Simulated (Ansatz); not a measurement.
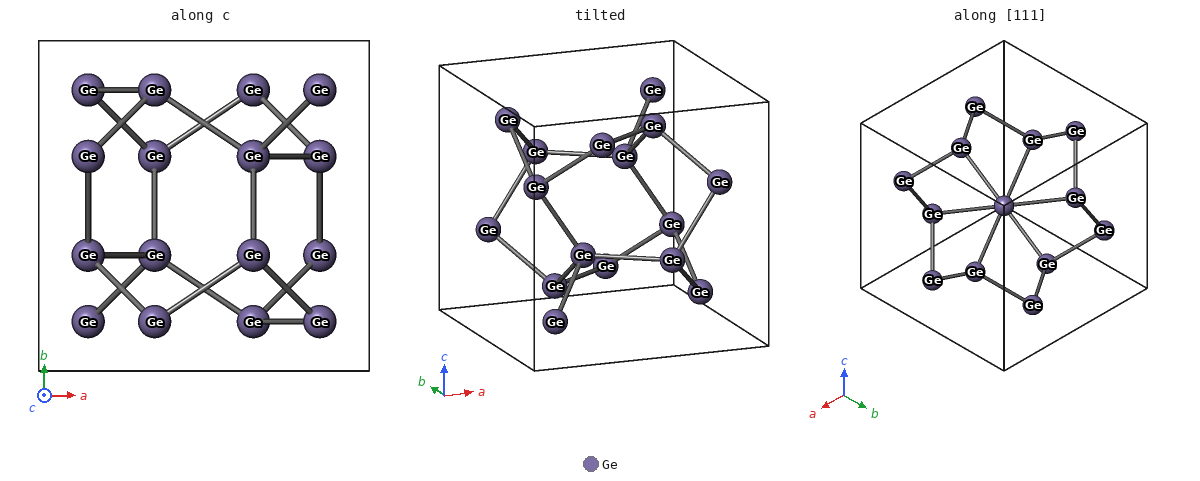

The figure gives a ball-and-stick picture of the atoms, viewed along the c axis, slightly off an axis and along [111]. The wireframe shows the conventional unit cell. Cell: a = 6.968 Å, b = 6.968 Å, c = 6.968 Å, α = 90.00°, β = 90.00°, γ = 90.00°.

State composition, symmetry and coordination.

- The element is germanium.
- Symmetry: Ia-3 (No. 206), body-centred cubic lattice.
- The cell holds 16 atoms.
- About every Ge there are four Ge in a distorted tetrahedral arrangement at about 2.4 to 2.5 Å.
- The bonds build a three-dimensional framework.

Provenance: a structure listed in the Materials Project. Earlier steps of the study, as a rule a relaxation of our own, may have changed the cell and positions, so they can lie some per cent off the listed ones. An electronic-structure calculation with Ansatz was run on it.
